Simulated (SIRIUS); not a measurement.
## Al: 7 runs along one coordinate

System: Al (Fm-3m, 1 atom in the cell).
Method: Kohn-Sham DFT of a periodic cell, PBE, dojo-sr-pbe-0.4.1-standard, no spin polarisation (SIRIUS 7.10.0).

The 7 runs differ only in the geometry, by an even scaling of the cell at fixed fractional positions. The structure derives from an entry of the Crystallography Open Database.

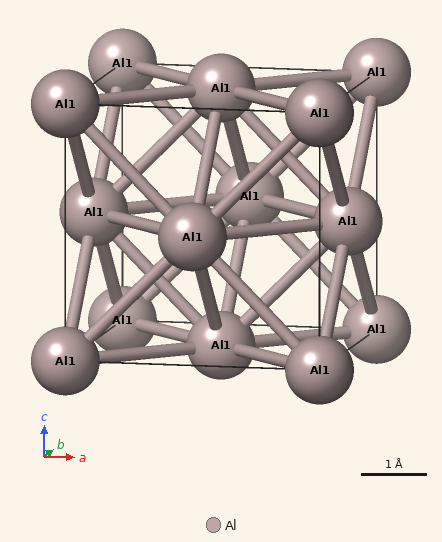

Figure 1. The structure of run 4 (ball-and-stick view of the cell 4 times as large as that of the calculation, set on its symmetry axes, seen slightly off an axis; atoms are numbered from 1 in the order of the input).

### Input of run 4
```
{
  "control": {
    "processing_unit": "cpu",
    "verbosity": 2,
    "num_bands_to_print": 7,
    "print_forces": true,
    "print_stress": true
  },
  "parameters": {
    "electronic_structure_method": "pseudopotential",
    "xc_functionals": ["XC_GGA_X_PBE", "XC_GGA_C_PBE"],
    "gk_cutoff": 6.4,
    "pw_cutoff": 12.8,
    "ngridk": [11, 11, 11],
    "shiftk": [0, 0, 0],
    "smearing": "fermi_dirac",
    "smearing_width": 0.0018374661,
    "num_bands": 7,
    "num_mag_dims": 0,
    "num_dft_iter": 100,
    "energy_tol": 1e-08,
    "density_tol": 1e-06
  },
  "iterative_solver": {
    "type": "davidson",
    "min_tolerance": 1e-10
  },
  "mixer": {
    "type": "anderson",
    "beta": 0.7,
    "max_history": 8
  },
  "settings": {
    "tol_ne": 1e-10
  },
  "unit_cell": {
    "lattice_vectors": [
      [0.0, 3.826326905773, 3.826326905773],
      [3.826326905773, 0.0, 3.826326905773],
      [3.826326905773, 3.826326905773, 0.0]
    ],
    "atom_coordinate_units": "lattice",
    "atom_types": ["Al"],
    "atom_files": {
      "Al": "Al.json"
    },
    "atoms": {
      "Al": [
        [0.0, 0.0, 0.0]
      ]
    }
  }
}
```

Command:
```bash
upf_to_json Al.upf
OMP_NUM_THREADS=1 sirius.scf --input=sirius.json --output=out.json --task=0
```

Run 6 differs from it as follows:
```diff
-      [0.0, 3.826326905773, 3.826326905773],
-      [3.826326905773, 0.0, 3.826326905773],
-      [3.826326905773, 3.826326905773, 0.0]
+      [0.0, 3.876679086764, 3.876679086764],
+      [3.876679086764, 0.0, 3.876679086764],
+      [3.876679086764, 3.876679086764, 0.0]
```

### Results, with one run withheld

```csv
run,volume per atom (Å³),"free energy per atom, from the lowest run given (meV)",pressure (GPa)
1,15.607,11.94,4.79
2,15.939,4.13,2.77
3,16.271,0.29,0.96
4,16.603,0.00,−0.66
5,16.935,2.90,−2.12
6,17.267,?,?
7,17.599,16.93,−4.57
```

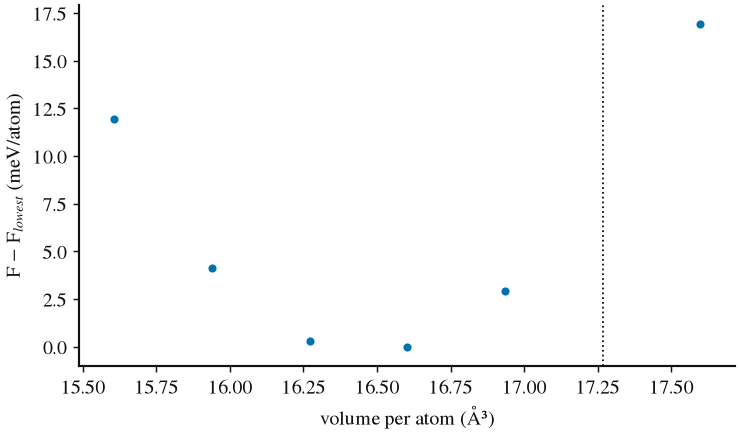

Figure 2. Free energy per atom of the runs given; the dotted line marks run 6.

Fit the runs given and predict run 6.

A cubic polynomial in V^(−2/3) (the Birch–Murnaghan form), fitted to the 6 runs given, misses them by under 0.01 meV per atom. With x = V^(−2/3) − 0.15447 Å⁻², it reads F = −0.28359 − 36.936 x + 3.8554e+05 x² + 6.2165e+05 x³ (meV per atom). At run 6 it gives 8.64 meV per atom, and the run itself gives 8.64. The slope of the fit gives a pressure −dF/dV of −3.41 GPa there, and the run prints −3.41 GPa. The fit has its minimum at 16.464 Å³ per atom, where V d²F/dV² gives 79.6 GPa: the bulk modulus at this level, since symmetry fixes the shape and the positions.

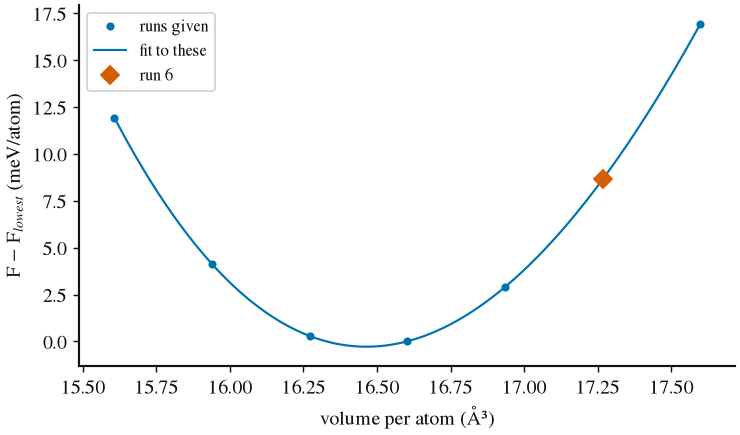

Figure 3. The fit and the withheld run.

### Some lines of the output (run 6)
```
[...]
[find] Free energy (E-TS)             :      -2.31762803 (Ha),      -4.63525606 (Ry)
[find] Efermi                         :       0.27504360
[find] Total energy                   :      -2.31747824 (Ha),      -4.63495648 (Ry)
[find] Free energy (E-TS)             :      -2.31762811 (Ha),      -4.63525622 (Ry)
[find] Efermi                         :       0.27504426
[find] Total energy                   :      -2.31747825 (Ha),      -4.63495651 (Ry)
[find] Free energy (E-TS)             :      -2.31762812 (Ha),      -4.63525624 (Ry)
[find] Efermi                         :       0.27504455
[find] Total energy                   :      -2.31747826 (Ha),      -4.63495651 (Ry)
[find] Free energy (E-TS)             :      -2.31762813 (Ha),      -4.63525625 (Ry)
[find] Efermi                         :       0.27504475
[find] Efermi                         :       0.27504473
[find] Efermi                         :       0.27504476
[find] Efermi                         :       0.27504477
```
